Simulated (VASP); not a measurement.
# Run report: WSe₂, geometry relaxation (part 2 of 2)

The same run, continued: WSe₂ (slab, 6 atoms in the cell); Kohn-Sham DFT of a periodic cell, PBE with D3(BJ), VASP PAW PBE potentials, recommended, no spin polarisation (VASP 6.6.1); cutoff 600 eV, 12×12×1 k-mesh, Gaussian smearing of 0.03 eV. The structure derives from an entry of the Crystallography Open Database.

Geometry of the input (Å; fractional positions):
```
3.2848  -0.0000  0.0000
-1.6424  2.8447  0.0000
0.0000  0.0000  27.8313
Se 0.3333  0.6667  0.3243
Se 0.3333  0.6667  0.4455
Se 0.6667  0.3333  0.5545
Se 0.6667  0.3333  0.6757
W  0.6667  0.3333  0.3849
W  0.3333  0.6667  0.6151
```

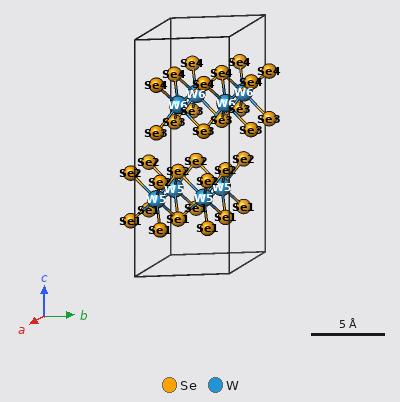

The geometry at step 1 of the log (ball-and-stick view of the 2 × 2 repeat of the cell, with the vacuum cut short, seen slightly off an axis; bonded neighbours outside the cell are drawn too; atoms are numbered from 1 in the order of the input).

**Parts of OUTCAR, continued**
```
  FORCE on cell =-STRESS in cart. coord.  units (eV):
  Direction    XX          YY          ZZ          XY          YZ          ZX
  --------------------------------------------------------------------------------------
  -------------------------------------------------------------------------------------
  Total      -0.01763    -0.01763     0.02120     0.00000     0.00000     0.00000
  in kB      -0.10859    -0.10859     0.13058     0.00000     0.00000     0.00000
  external pressure =       -0.03 kB  Pullay stress =        0.00 kB

 VOLUME and BASIS-vectors are now :
 -----------------------------------------------------------------------------
  energy-cutoff  :      600.00
  volume of cell :      260.07
      direct lattice vectors                 reciprocal lattice vectors
     3.284821422  0.000000000  0.000000000     0.304430552  0.175763061  0.000000000
    -1.642410711  2.844738800  0.000000000     0.000000000  0.351526123  0.000000000
     0.000000000  0.000000000 27.831260000     0.000000000  0.000000000  0.035930820

 POSITION                                       TOTAL-FORCE (eV/Angst)
 -----------------------------------------------------------------------------------
     -0.00000      1.89649      9.02565         0.000000     -0.000000     -0.006242
     -0.00000      1.89649     12.39779        -0.000000      0.000000      0.006559
      1.64241      0.94825     15.43347         0.000000     -0.000000     -0.006559
      1.64241      0.94825     18.80561         0.000000      0.000000      0.006242
      1.64241      0.94825     10.71204         0.000000      0.000000     -0.000205
     -0.00000      1.89649     17.11922        -0.000000      0.000000      0.000205
 -----------------------------------------------------------------------------------
    total drift:                               -0.000000     -0.000000      0.000000

  FREE ENERGIE OF THE ION-ELECTRON SYSTEM (eV)
  ---------------------------------------------------
  free  energy   TOTEN  =       -45.5778561936 eV

  energy  without entropy=      -45.5778561936  energy(sigma->0) =      -45.57785619

--------------------------------------- Ionic step        2  -------------------------------------------

 number of electron      52.0000001 magnetization

 Free energy of the ion-electron system (eV)
  ---------------------------------------------------
  ext. energy  EPLUGINS =         0.00000000
  ---------------------------------------------------
  free energy    TOTEN  =       -43.16046073 eV

  energy without entropy =      -43.16046073  energy(sigma->0) =      -43.16046073

 E-fermi :   0.4500     XC(G=0):  -5.3954     alpha+bet : -5.5255

 val. band max:        0.2357928029   @ k =   0.0000   0.0000   0.0000
 cond. band min:       1.5156596245   @ k =   0.1667   0.1667   0.0000
 fundamental gap:      1.2798668217
 Fermi energy:         0.4500334512

 k-point     1 :       0.0000    0.0000    0.0000
  band No.  band energies     occupation
      1     -73.9389      2.00000
      2     -73.9389      2.00000
      3     -38.1843      2.00000
      4     -38.1843      2.00000
      5     -38.0503      2.00000
      6     -38.0503      2.00000
      7     -38.0503      2.00000
      8     -38.0503      2.00000
      9     -14.8203      2.00000
     10     -14.6571      2.00000
     11     -13.6157      2.00000
     12     -13.3680      2.00000
     13      -6.5194      2.00000
     14      -5.8813      2.00000
     15      -2.7812      2.00000
     16      -2.2032      2.00000
     17      -2.2032      2.00000
     18      -2.1919      2.00000
     19      -2.1919      2.00000
     20      -1.5386      2.00000
     21      -1.0868      2.00000
     22      -1.0868      2.00000
     23      -1.0522      2.00000
     24      -1.0522      2.00000
     25      -0.4997      2.00000
     26       0.2358      2.00000
     27       3.0390      0.00000
     28       3.0392      0.00000
     29       3.0901      0.00000
     30       3.0901      0.00000
     31       3.1854      0.00000

 k-point     2 :       0.0833    0.0000    0.0000
  band No.  band energies     occupation
      1     -73.9382      2.00000
      2     -73.9382      2.00000
      3     -38.1813      2.00000
      4     -38.1813      2.00000
      5     -38.0663      2.00000
      6     -38.0663      2.00000
      7     -38.0540      2.00000
      8     -38.0540      2.00000
      9     -14.7150      2.00000
     10     -14.5521      2.00000
     11     -13.5580      2.00000
     12     -13.3168      2.00000
     13      -6.3852      2.00000
     14      -5.7473      2.00000
     15      -2.9068      2.00000
     16      -2.5268      2.00000
     17      -2.5077      2.00000
     18      -2.1036      2.00000
     19      -2.0876      2.00000
     20      -1.9086      2.00000
     21      -1.2685      2.00000
     22      -1.2299      2.00000
     23      -1.1116      2.00000
     24      -0.9591      2.00000
     25      -0.4960      2.00000
     26       0.1088      2.00000
     27       2.7893      0.00000
     28       2.8293      0.00000
     29       2.8482      0.00000
     30       2.9126      0.00000
     31       3.0004      0.00000

 k-point     3 :       0.1667    0.0000    0.0000
  band No.  band energies     occupation
      1     -73.9363      2.00000
      2     -73.9363      2.00000
      3     -38.1730      2.00000
      4     -38.1730      2.00000
      5     -38.1097      2.00000
      6     -38.1097      2.00000
      7     -38.0643      2.00000
      8     -38.0643      2.00000
      9     -14.4125      2.00000
     10     -14.2515      2.00000
     11     -13.3927      2.00000
     12     -13.1708      2.00000
     13      -6.0113      2.00000
     14      -5.3791      2.00000
     15      -3.3162      2.00000
     16      -3.2749      2.00000
     17      -3.2322      2.00000
     18      -2.5762      2.00000
     19      -1.8338      2.00000
     20      -1.8000      2.00000
     21      -1.6871      2.00000
     22      -1.6450      2.00000
     23      -1.3759      2.00000
     24      -1.0565      2.00000
     25      -0.5863      2.00000
     26      -0.3214      2.00000
     27       2.1066      0.00000
     28       2.3873      0.00000
     29       2.6179      0.00000
     30       2.6962      0.00000
     31       2.8620      0.00000

 k-point     4 :       0.2500    0.0000    0.0000
  band No.  band energies     occupation
      1     -73.9337      2.00000
      2     -73.9336      2.00000
      3     -38.1684      2.00000
      4     -38.1684      2.00000
      5     -38.1617      2.00000
      6     -38.1617      2.00000
      7     -38.0782      2.00000
      8     -38.0782      2.00000
      9     -13.9547      2.00000
     10     -13.8001      2.00000
     11     -13.1442      2.00000
     12     -12.9551      2.00000
     13      -5.5237      2.00000
     14      -4.9578      2.00000
     15      -4.2350      2.00000
     16      -4.1038      2.00000
     17      -3.7499      2.00000
     18      -3.3726      2.00000
     19      -2.1647      2.00000
     20      -2.1089      2.00000
     21      -1.7946      2.00000
     22      -1.4567      2.00000
     23      -1.4069      2.00000
     24      -1.4034      2.00000
     25      -0.9144      2.00000
     26      -0.8386      2.00000
     27       1.8437      0.00000
     28       2.2726      0.00000
     29       2.4290      0.00000
     30       2.5813      0.00000
     31       2.7911      0.00000

 k-point     5 :       0.3333    0.0000    0.0000
  band No.  band energies     occupation
      1     -73.9310      2.00000
      2     -73.9310      2.00000
      3     -38.2265      2.00000
      4     -38.2265      2.00000
      5     -38.1503      2.00000
      6     -38.1503      2.00000
      7     -38.0921      2.00000
      8     -38.0921      2.00000
      9     -13.4222      2.00000
     10     -13.2840      2.00000
     11     -12.8609      2.00000
     12     -12.7181      2.00000
     13      -5.5239      2.00000
     14      -5.2979      2.00000
     15      -4.7573      2.00000
     16      -4.3543      2.00000
     17      -4.2755      2.00000
     18      -4.0006      2.00000
     19      -2.5573      2.00000
     20      -2.4971      2.00000
     21      -2.1016      2.00000
     22      -1.7581      2.00000
     23      -1.2287      2.00000
     24      -1.1210      2.00000
     25      -1.0833      2.00000
     26      -1.0260      2.00000
     27       2.0626      0.00000
     28       2.3588      0.00000
     29       2.4406      0.00000
     30       2.4655      0.00000
     31       3.1634      0.00000

 [... the levels of 13 k-points are left out ...]

 k-point    19 :       0.3333    0.3333    0.0000
  band No.  band energies     occupation
      1     -73.9271      2.00000
      2     -73.9271      2.00000
      3     -38.2252      2.00000
      4     -38.2252      2.00000
      5     -38.2018      2.00000
      6     -38.2018      2.00000
      7     -38.1333      2.00000
      8     -38.1333      2.00000
      9     -12.4098      2.00000
     10     -12.4098      2.00000
     11     -12.3160      2.00000
     12     -12.3160      2.00000
     13      -5.3893      2.00000
     14      -5.2630      2.00000
     15      -5.2342      2.00000
     16      -5.2342      2.00000
     17      -4.3877      2.00000
     18      -4.2225      2.00000
     19      -3.7760      2.00000
     20      -3.7760      2.00000
     21      -3.2136      2.00000
     22      -3.2136      2.00000
     23      -2.2683      2.00000
     24      -2.2683      2.00000
     25       0.0079      2.00000
     26       0.1560      2.00000
     27       1.7746      0.00000
     28       1.7746      0.00000
     29       2.4970      0.00000
     30       3.1664      0.00000
     31       3.5535      0.00000

------------------------ aborting loop because EDIFF is reached ----------------------------------------

 Edisp (eV)   -2.41740

 E8    (eV) :    -1.1122

  FORCE on cell =-STRESS in cart. coord.  units (eV):
  Direction    XX          YY          ZZ          XY          YZ          ZX
  --------------------------------------------------------------------------------------
  -------------------------------------------------------------------------------------
  Total      -0.00199    -0.00199     0.00402     0.00000     0.00000     0.00000
  in kB      -0.01227    -0.01227     0.02480     0.00000     0.00000     0.00000
  external pressure =        0.00 kB  Pullay stress =        0.00 kB

 VOLUME and BASIS-vectors are now :
 -----------------------------------------------------------------------------
  energy-cutoff  :      600.00
  volume of cell :      259.99
      direct lattice vectors                 reciprocal lattice vectors
     3.284355867  0.000000000  0.000000000     0.304473705  0.175787976  0.000000000
    -1.642177933  2.844335617  0.000000000    -0.000000000  0.351575951  0.000000000
     0.000000000  0.000000000 27.831260000     0.000000000  0.000000000  0.035930820

 POSITION                                       TOTAL-FORCE (eV/Angst)
 -----------------------------------------------------------------------------------
     -0.00000      1.89622      9.02534         0.000000      0.000000     -0.004293
     -0.00000      1.89622     12.39811         0.000000     -0.000000      0.003840
      1.64218      0.94811     15.43315         0.000000      0.000000     -0.003840
      1.64218      0.94811     18.80592        -0.000000      0.000000      0.004293
      1.64218      0.94811     10.71203         0.000000      0.000000      0.000168
     -0.00000      1.89622     17.11923        -0.000000     -0.000000     -0.000168
 -----------------------------------------------------------------------------------
    total drift:                                0.000000      0.000000      0.000000

  FREE ENERGIE OF THE ION-ELECTRON SYSTEM (eV)
  ---------------------------------------------------
  free  energy   TOTEN  =       -45.5778652541 eV

  energy  without entropy=      -45.5778652541  energy(sigma->0) =      -45.57786525

 reached required accuracy - stopping structural energy minimisation
```

**CONTCAR**
```
WSe2
   1.00000000000000
     3.2843558668001558    0.0000000000000082    0.0000000000000000
    -1.6421779334500637    2.8443356172827987    0.0000000000000000
     0.0000000000000000    0.0000000000000000   27.8312600000000003
  Se              W
     4     2
Direct
     0.3333333300000021    0.6666666699999979    0.3242880108040018
     0.3333333300000021    0.6666666699999979    0.4454742842781916
     0.6666666699999979    0.3333333300000021    0.5545257157218084
     0.6666666699999979    0.3333333300000021    0.6757119891959982
     0.6666666699999979    0.3333333300000021    0.3848919392514666
     0.3333333300000021    0.6666666699999979    0.6151080607485334

  0.00000000E+00  0.00000000E+00  0.00000000E+00
  0.00000000E+00  0.00000000E+00  0.00000000E+00
  0.00000000E+00  0.00000000E+00  0.00000000E+00
  0.00000000E+00  0.00000000E+00  0.00000000E+00
  0.00000000E+00  0.00000000E+00  0.00000000E+00
  0.00000000E+00  0.00000000E+00  0.00000000E+00
```

**Trajectory as extended XYZ (Å, eV, eV/Å), 2 frames, from step=0 to step=1**
```
6
Lattice="3.2848 0.0000 0.0000 -1.6424 2.8447 0.0000 0.0000 0.0000 27.8313" Properties=species:S:1:pos:R:3:forces:R:3 step=0 energy=-45.57786
Se    0.0000    1.8965    9.0256    0.0000   0.0000  -0.0062
Se    0.0000    1.8965   12.3978    0.0000   0.0000   0.0066
Se    1.6424    0.9482   15.4335    0.0000   0.0000  -0.0066
Se    1.6424    0.9482   18.8056    0.0000   0.0000   0.0062
W     1.6424    0.9482   10.7120    0.0000   0.0000  -0.0002
W     0.0000    1.8965   17.1192    0.0000   0.0000   0.0002
6
Lattice="3.2844 0.0000 0.0000 -1.6422 2.8443 0.0000 0.0000 0.0000 27.8313" Properties=species:S:1:pos:R:3:forces:R:3 step=1 energy=-45.57787
Se    0.0000    1.8962    9.0253    0.0000   0.0000  -0.0043
Se    0.0000    1.8962   12.3981    0.0000   0.0000   0.0038
Se    1.6422    0.9481   15.4331    0.0000   0.0000  -0.0038
Se    1.6422    0.9481   18.8059    0.0000   0.0000   0.0043
W     1.6422    0.9481   10.7120    0.0000   0.0000   0.0002
W     0.0000    1.8962   17.1192    0.0000   0.0000  -0.0002
```

**Key numbers**

- outcome: converged
- electrons treated: 52
- free energy: −45.5779 eV
- dispersion energy: −2.4174 eV
- Fermi energy: 0.450 eV
- gap on the k-point mesh: 1.28 eV
- final volume: 259.99 Å³
- largest force (length of the vector) at the end: 0.004 eV/Å
- wall time: 3.6 min (CPU time 14 min)
- peak memory: 0.54 GiB

**Remarks**

Spin–orbit coupling is left out, which matters for W.
